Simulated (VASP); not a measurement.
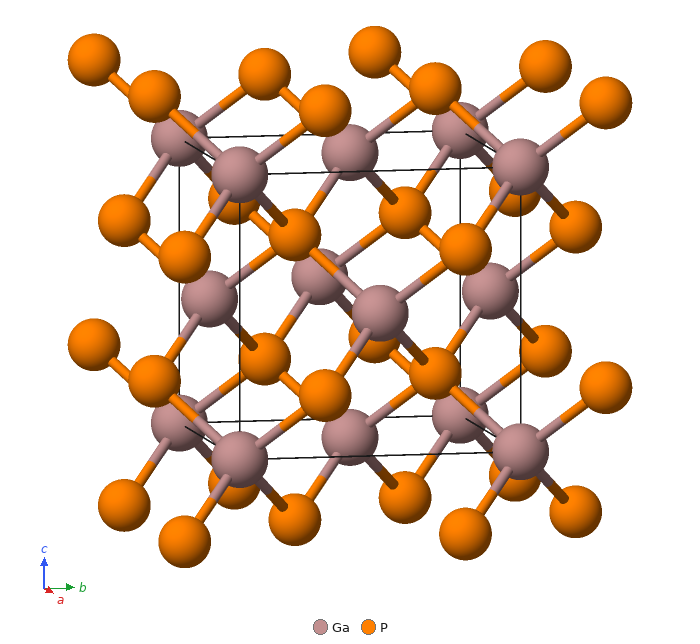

System GaP (space group F-43m, No. 216); source of the atomic positions: the end point of a relaxation with VASP Kohn-Sham DFT of a periodic cell, HSEsol, VASP PAW PBE potentials, recommended in VASP 6.6.1.

Bonds are taken as Ga–P below 2.6 Å; no other contact counts. The graph is simplified in the usual way: terminal and isolated atoms are pruned, two-connected atoms become edges.

What kind of net remains, and which atoms are its nodes?

A uninodal 4-connected, three-periodic net: Ga and P are 4-connected nodes.

Which named net is it?

It is the dia net, known from diamond, zinc blende and cristobalite.

Is the net interpenetrated?

It is a single net, without interpenetration.

Give the first ten terms of the coordination sequence (nodes one, two, three … edges away).

Ga and P: 4, 12, 24, 42, 64, 92, 124, 162, 204, 252.

How many nodes does the smallest cycle have?

Six.
